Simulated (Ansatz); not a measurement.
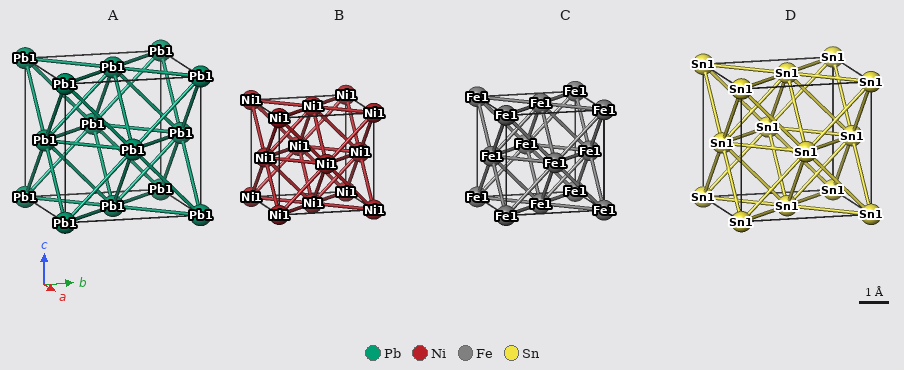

One structure type (space group Fm-3m for the parent) with different elements on its sites, each relaxed in cell and atoms to zero pressure (within 0.1 GPa). Style: ball-and-stick. Shown: the conventional cell (4 times the calculation's cell), slightly off an axis. Lengths and directions refer to the drawn axes.

Theory: DFT PBE, scalar-relativistic, plane waves, PAW (Ansatz). (plane-wave cutoff 420 eV; occupations gaussian; smearing width 0.1 eV) The k-mesh is chosen for each cell (14×14×14, 20×20×20, 16×16×16). Spin polarisation is switched on in some of the runs only.

Give the formulas, and rank the crystals by volume per atom, smallest first.

Answer. B = Ni (10.9 Å³), C = Fe (12.1 Å³), D = Sn (28.0 Å³), A = Pb (32.0 Å³).

Which have a band gap?

Answer. Pb: metallic; Ni: metallic; Fe: metallic; Sn: metallic.
